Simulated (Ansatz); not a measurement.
Sn5H

```
Sn H
1.0
     4.71036    0.00000    0.00000
    -2.35518    4.07929    0.00000
     0.00000    0.00000   20.85087
Sn H
10 2
Direct
  0.66667 0.33333 0.38721
  0.33333 0.66667 0.61279
  0.00000 0.00000 0.79340
  0.00000 0.00000 0.65598
  0.66667 0.33333 0.83925
  0.00000 0.00000 0.20660
  0.00000 0.00000 0.34402
  0.33333 0.66667 0.16075
  0.33333 0.66667 0.02292
  0.66667 0.33333 0.97708
  0.66667 0.33333 0.47093
  0.33333 0.66667 0.52907
```

Space group P-3m1; a generated structure, not necessarily the stable one.

These are results of Ansatz, DFT r2SCAN, scalar-relativistic, plane waves, PAW, not measurements.

The density is the valence pseudo-density of a PAW calculation; it isn't the true density close to the nuclei.

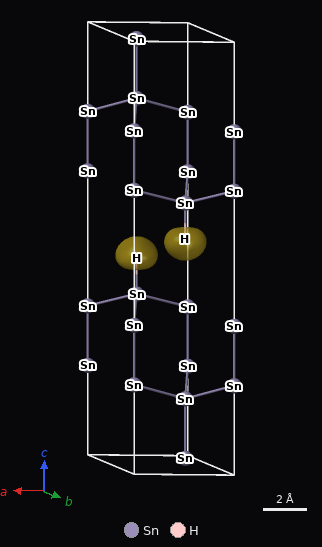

Figure 1. Isosurface of the electron localisation function at 0.85 (yellow), seen at an oblique angle. Core shells and regions of very low density are left out. Sticks mark near contacts.

> Where are the electrons localised?

At this value the surface marks out two regions around hydrogen nuclei, counted in one cell of 12 atoms. Regions shared between cells count once. Profiles from the grid: Sn–H (1.75 Å): the ELF climbs to about 1 towards the hydrogen. Sn–Sn (2.86 Å): the ELF peaks at about 0.70 between the atoms.

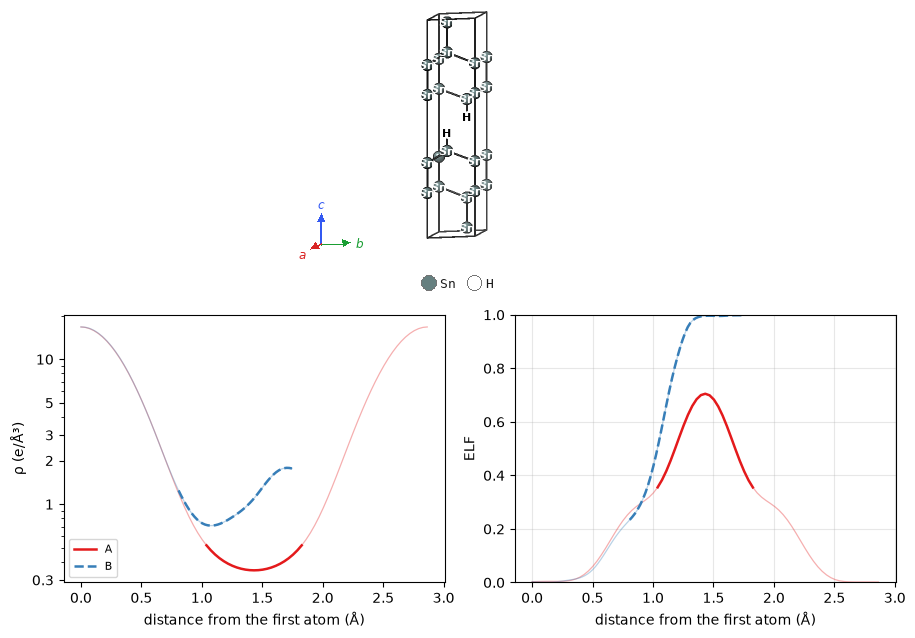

Figure 2. Valence pseudo-density and ELF along straight lines between neighbouring atoms. Thin, pale parts lie inside the atomic spheres. The structure is drawn too.

> Which curve belongs to which contact (Sn–H and Sn–Sn)? The first atom named is at distance zero.

Curve A: Sn–Sn (2.86 Å): ρ is about 0.35 e/Å³ halfway; the ELF peaks at about 0.70 between the atoms. Curve B: Sn–H (1.75 Å): the density is about 0.98 e/Å³ at the midpoint; the ELF climbs to about 1 towards the hydrogen.

> Does the calculation give a band gap?

It is gapless in this calculation (a metal or semimetal).
